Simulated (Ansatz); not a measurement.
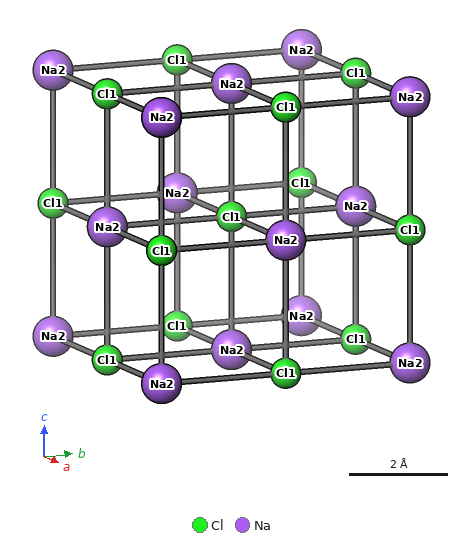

Figure 1. The input geometry of run A (ball-and-stick view of the cell 4 times as large as that of the calculation, set on its symmetry axes, seen slightly off an axis; atoms are numbered from 1 in the order of the input). Near neighbours in the crystal (not all of them lie inside the picture): Cl has 6 Na at 2.79 Å; Na has 6 Cl at 2.79 Å.

**What a change does: geometry relaxation on NaCl**

System: NaCl (2 atoms in the cell).
Method of run A: Kohn-Sham DFT of a periodic cell, PBE, Ansatz PAW, no spin polarisation (Ansatz 0.2.0).

The structure derives from a Materials Project entry. Text and figures count atoms from 1; the logs count them from 0 in places.

### Input file, run A
```yaml
crystal:
  lattice:
    - [0.0, 2.7940632177, 2.7940632177]
    - [2.7940632177, 0.0, 2.7940632177]
    - [2.7940632177, 2.7940632177, 0.0]
  atoms:
    - { symbol: Cl, position: [0.5, 0.5, 0.5] }
    - { symbol: Na, position: [0.0, 0.0, 0.0] }
hamiltonian:
  xc: pbe
  pseudopotentials: { kind: paw }
kpoints:
  mp_grid: { grid: [8, 8, 8] }
scf:
  occupations: { method: fermi_dirac, width: 0.05 }
output:
  forces: true
  stress: true
relax:
  f_tol: 0.01
  max_steps: 40
  cell: { stress_tol: 0.05 }
```

Launched with:
```bash
ansatz run input.yaml --threads 2 --pin off --max-ram 5632MiB --backend cpu --events-out ev --progress --plain --runs-dir out
```

Hardware: 2 threads of Intel Xeon @ 2.50GHz (Skylake/Cascade Lake), 16 GiB of memory available, shared host.

### Output, shortened to warnings, some set-up lines, iterations and results (run A)
```
Basis set: ecut = 420 eV, 869 PW (Γ), exchange–correlation on 54×54×54 points (8 copies of the dense FFT grid, shifted against one another)
Symmetry: 48 space group operations
k-points: 29 of 512
Initial density: superposition of atomic densities (neutral atoms: chi_scale 0, normalization atom), corrected by the library's trained network
[...]
SCF iter   1: F=—  HF=-2569.543359 eV  |F-HF|=—  |Δ(HF+E_count)|=         —  Δρ=9.73e-4  dr2=5.67e-4  ethr=1.77e-3  ⟨swp⟩=5.8  Hψ=2057  notcnv=0
SCF iter   2: F=—  HF=-2569.543495 eV  |F-HF|=—  |Δ(HF+E_count)|=   1.36e-4  Δρ=1.09e-3  dr2=7.80e-4  ethr=3.55e-6  ⟨swp⟩=2.0  Hψ=785  notcnv=0
SCF iter   3: F=—  HF=-2569.543286 eV  |F-HF|=—  |Δ(HF+E_count)|=   2.09e-4  Δρ=5.45e-4  dr2=2.03e-4  ethr=3.55e-6  ⟨swp⟩=2.0  Hψ=406  notcnv=0
SCF iter   4: F=—  HF=-2569.543225 eV  |F-HF|=—  |Δ(HF+E_count)|=   6.16e-5  Δρ=2.09e-4  dr2=3.05e-5  ethr=1.27e-6  ⟨swp⟩=2.2  Hψ=416  notcnv=0
SCF iter   5: F=—  HF=-2569.543244 eV  |F-HF|=—  |Δ(HF+E_count)|=   1.96e-5  Δρ=4.83e-5  dr2=1.59e-6  ethr=1.91e-7  ⟨swp⟩=2.0  Hψ=445  notcnv=0
[... 22 lines ...]
SCF iter   6: F=—  HF=-2569.554997 eV  |F-HF|=—  |Δ(HF+E_count)|=   1.09e-6  Δρ=1.18e-6  dr2=3.91e-10  ethr=1.95e-11  ⟨swp⟩=2.0  Hψ=551  notcnv=0
SCF iter   7: F=—  HF=-2569.554997 eV  |F-HF|=—  |Δ(HF+E_count)|=   1.41e-8  Δρ=2.90e-7  dr2=6.36e-11  ethr=2.44e-12  ⟨swp⟩=2.0  Hψ=435  notcnv=0
SCF iter   8: F=-2569.554997 eV  HF=-2569.554997 eV  |F-HF|=0.00e0  |Δ(HF+E_count)|=  4.87e-11  Δρ=3.02e-8  dr2=6.93e-13  ethr=1.00e-12  ⟨swp⟩=5.4  Hψ=1286  notcnv=0
SCF 4 converged in 8 iterations: F = -2569.554997 eV  dr2 = 6.93e-13
relax step   4: F+E_penalty+E_count = -2569.55499654 eV  Δ(F+E_penalty+E_count) = -4.537e-5 eV  max|allowed force component| = 1.093e-30 eV/Å  Δτ_max = 0.0000 Å  P = +0.044 …
basis re-selected at this cell: Δ(F+E_penalty+E_count) = -4.537e-5 eV, ΔP = +0.000 GPa vs the last step (what re-selecting the basis moved, of the pressure what is left beyond the Pulay correction that the steps carried, after the strain that the cell walked since its last selection, with what the …
SCF converged after 8 iterations
Free energy (F): -2569.554997 eV
Harris-Foulkes:  -2569.554997 eV  (|F-HF|=0.00e0)
Internal energy: -2569.554997 eV  (E = F + TS)
E sigma→0 (E₀):  -2569.554997 eV
Fermi energy:    3.474336 eV
--- Per-component energies (eV) ---
  E_band       = -238.100441
  E_kinetic    = 282.816312
  E_local      = -1543.273442  (includes V_loc(G=0)·N_el)
  E_nonlocal   = 143.526534
  E_hartree    = 544.424258
  E_xc         = -146.974218
  E_vxc        = -173.224336  (∫ρ·V_xc dr)
  E_paw        = -922.537997  (= ΣΔE_a)
  E_vpaw       = -36.794096  (= ΣTr[D̂ρ^β])
  E_aug_tail   = 0.000058  (compensation charges beyond the density's cutoff)
  E_ewald      = -927.536502
  E_smearing   = -0.000000  (= −TS)
  E_closure    = -0.000000  (closes the sum)
  Σ components = -2569.554997   (vs F -2569.554997, Δ=0.00e0)
--- Forces (eV/Å), atoms counted from 1 ---
  atom   1  Cl     0.00000000     0.00000000     0.00000000
  atom   2  Na    -0.00000000    -0.00000000     0.00000000
  max |Σ_I F_I| component: 2.10e-30 eV/Å
--- Stress (GPa, compression-positive) ---
        0.043659       0.000000      -0.000000
        0.000000       0.043659      -0.000000
       -0.000000      -0.000000       0.043659
  P = ⅓ Tr σ = 0.0437 GPa (0.437 kbar)
--- Relaxed structure (3 steps of the walk, 3 accepted, 1 SCFs on fresh bases) ---
  F+E_penalty+E_count = -2569.55499654 eV   max|allowed force component| = 1.093e-30 eV/Å   (the final SCF, on the basis selected at the relaxed cell)
  cell:  # Å, volume = 46.1132 Å³
    - [1.2738430082238973e-34, 2.8461988137067884, 2.8461988137067884]
    - [2.8461988137067884, 6.878752244409047e-34, 2.8461988137067884]
    - [2.8461988137067884, 2.8461988137067884, 7.133520846053826e-34]
  atoms:
    - { symbol: Cl, position: [0.5, 0.5, 0.5] }
    - { symbol: Na, position: [1.7232340451223815e-35, -1.5796312080290953e-35, -1.5796312080292423e-35] }
```

Run B used a changed input.

### The two runs side by side

| quantity | run A | run B |
| --- | --- | --- |
| outcome | converged | converged |
| free energy per atom (eV) | −1284.7775 | −1257.1659 |
| pressure (GPa) | 0.04 | 0.00 |
| volume per atom (Å³) | 23.06 | 20.39 |
| largest force (eV/Å) | 0.000 | 0.000 |
| SCF iterations | 24 | 27 |
| irreducible k-points | 29 | 29 |
| wall time (shared host) | 2 s | 2.2 s |

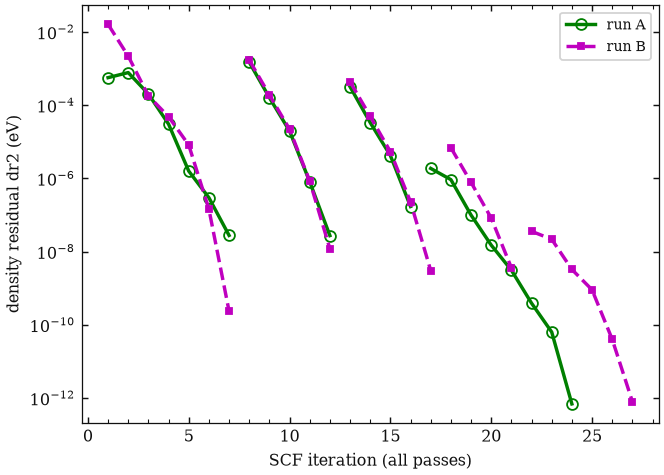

Figure 2. Convergence of the two runs: density residual dr2 against the SCF iteration. A break in a curve parts two SCF passes. Run A takes 24 iterations in all, and run B takes 27.

Which change of the input explains these differences?

The change (lines with − go, lines with + come):
```diff
-  xc: pbe
+  xc: lda
```

The total energies belong to different methods, so their difference says nothing on which is more stable or more accurate. The volume per atom goes from 23.06 to 20.39 Å³. The functional changes from PBE to LDA. The SCF takes 27 iterations over all geometry steps against 24.

### Output, shortened to warnings, some set-up lines, iterations and results (run B)
```
Basis set: ecut = 420 eV, 869 PW (Γ)
Symmetry: 48 space group operations
k-points: 29 of 512
Initial density: superposition of atomic densities (neutral atoms: chi_scale 0, normalization atom), corrected by the library's trained network
[...]
SCF iter   1: F=—  HF=-2514.324764 eV  |F-HF|=—  |Δ(HF+E_count)|=         —  Δρ=7.25e-3  dr2=1.62e-2  ethr=1.77e-3  ⟨swp⟩=5.7  Hψ=2019  notcnv=0
SCF iter   2: F=—  HF=-2514.315179 eV  |F-HF|=—  |Δ(HF+E_count)|=   9.58e-3  Δρ=2.58e-3  dr2=2.19e-3  ethr=1.01e-4  ⟨swp⟩=2.2  Hψ=891  notcnv=0
SCF iter   3: F=—  HF=-2514.314489 eV  |F-HF|=—  |Δ(HF+E_count)|=   6.90e-4  Δρ=7.45e-4  dr2=1.80e-4  ethr=1.37e-5  ⟨swp⟩=2.4  Hψ=489  notcnv=0
SCF iter   4: F=—  HF=-2514.314440 eV  |F-HF|=—  |Δ(HF+E_count)|=   4.94e-5  Δρ=2.60e-4  dr2=4.86e-5  ethr=1.13e-6  ⟨swp⟩=2.0  Hψ=464  notcnv=0
SCF iter   5: F=—  HF=-2514.314423 eV  |F-HF|=—  |Δ(HF+E_count)|=   1.62e-5  Δρ=1.05e-4  dr2=8.21e-6  ethr=3.04e-7  ⟨swp⟩=1.8  Hψ=418  notcnv=0
[... 27 lines ...]
SCF iter   4: F=—  HF=-2514.331813 eV  |F-HF|=—  |Δ(HF+E_count)|=  1.14e-10  Δρ=1.52e-6  dr2=9.08e-10  ethr=2.04e-11  ⟨swp⟩=1.0  Hψ=348  notcnv=0
SCF iter   5: F=—  HF=-2514.331813 eV  |F-HF|=—  |Δ(HF+E_count)|=  3.61e-10  Δρ=3.42e-7  dr2=4.03e-11  ethr=5.67e-12  ⟨swp⟩=2.9  Hψ=539  notcnv=0
SCF iter   6: F=-2514.331813 eV  HF=-2514.331813 eV  |F-HF|=4.55e-13  |Δ(HF+E_count)|=  1.82e-11  Δρ=6.40e-8  dr2=8.04e-13  ethr=1.00e-12  ⟨swp⟩=5.2  Hψ=1283  notcnv=0
SCF 5 converged in 6 iterations: F = -2514.331813 eV  dr2 = 8.04e-13
relax step   5: F+E_penalty+E_count = -2514.33181339 eV  Δ(F+E_penalty+E_count) = +4.994e-5 eV  max|allowed force component| = 1.356e-30 eV/Å  Δτ_max = 0.0000 Å  P = -0.001 …
basis re-selected at this cell: Δ(F+E_penalty+E_count) = +4.994e-5 eV, ΔP = +0.002 GPa vs the last step (what re-selecting the basis moved, of the pressure what is left beyond the Pulay correction that the steps carried, after the strain that the cell walked since its last selection, with what the …
SCF converged after 6 iterations
Free energy (F): -2514.331813 eV
Harris-Foulkes:  -2514.331813 eV  (|F-HF|=4.55e-13)
Internal energy: -2514.331813 eV  (E = F + TS)
E sigma→0 (E₀):  -2514.331813 eV
Fermi energy:    4.235034 eV
--- Per-component energies (eV) ---
  E_band       = -224.951111
  E_kinetic    = 283.206827
  E_local      = -1482.996673  (includes V_loc(G=0)·N_el)
  E_nonlocal   = 146.951155
  E_hartree    = 519.320908
  E_xc         = -144.906356
  E_vxc        = -172.206828  (∫ρ·V_xc dr)
  E_paw        = -869.969697  (= ΣΔE_a)
  E_vpaw       = -38.547490  (= ΣTr[D̂ρ^β])
  E_aug_tail   = 0.000094  (compensation charges beyond the density's cutoff)
  E_ewald      = -966.269454
  E_core_change = 0.331382  (= ΣΔE_core)
  E_smearing   = -0.000000  (= −TS)
  E_closure    = -0.000000  (closes the sum)
  Σ components = -2514.331813   (vs F -2514.331813, Δ=0.00e0)
--- Forces (eV/Å), atoms counted from 1 ---
  atom   1  Cl     0.00000000     0.00000000     0.00000000
  atom   2  Na    -0.00000000     0.00000000    -0.00000000
  max |Σ_I F_I| component: 2.55e-30 eV/Å
--- Stress (GPa, compression-positive) ---
       -0.001366      -0.000000      -0.000000
       -0.000000      -0.001366      -0.000000
       -0.000000      -0.000000      -0.001366
  P = ⅓ Tr σ = -0.0014 GPa (-0.014 kbar)
--- Relaxed structure (4 steps of the walk, 4 accepted, 1 SCFs on fresh bases) ---
  F+E_penalty+E_count = -2514.33181339 eV   max|allowed force component| = 1.356e-30 eV/Å   (the final SCF, on the basis selected at the relaxed cell)
  cell:  # Å, volume = 40.7872 Å³
    - [-4.8406034312508105e-34, 2.7321088139906493, 2.7321088139906493]
    - [2.7321088139906493, 1.1464587074015077e-33, 2.7321088139906493]
    - [2.7321088139906493, 2.7321088139906493, 2.5476860164477933e-34]
  atoms:
    - { symbol: Cl, position: [0.5, 0.5, 0.5] }
    - { symbol: Na, position: [-5.744113483734345e-36, 2.0104397193103858e-35, 8.616170225602026e-36] }
```
